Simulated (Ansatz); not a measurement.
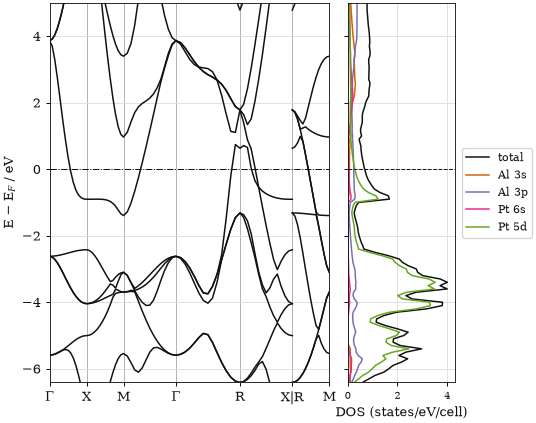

Band structure and density of states. Energies are counted from the Fermi level. The partial curves are projected on Löwdin-orthogonalised atomic shells.

Which Bravais lattice do the labels of the path belong to?

A simple cubic lattice: the path Γ–X–M–Γ–R–X|R–M runs through the special points of its Brillouin zone.

Calculation on AlPt, space group Pm-3m (No. 221), 2 atoms in the cell.

Method: DFT PBEsol, scalar-relativistic, plane waves, PAW, no spin polarisation, 14×14×14 k mesh, 420 eV cutoff, Gaussian smearing of 0.1 eV (Ansatz).

Metal, semiconductor or insulator?

A metal: 2 bands cross the Fermi level along this path.

What is the density of states at the Fermi level?

The density of states at the Fermi level is about 0.69 per eV and cell (mean within 0.25 eV), or 0.34 per atom.

What carries the states at the Fermi level?

By projected weight, the states within 0.3 eV of the Fermi level are Pt 5d (45 %) and Al 3p (35 %).

On which lines of the path do bands cross the Fermi level?

Bands cross the Fermi level on Γ–X, M–Γ, Γ–R, R–X and R–M, and not on X–M.

The cell is at −6 GPa in this functional. Spin-orbit coupling is left out, which matters for Pt.
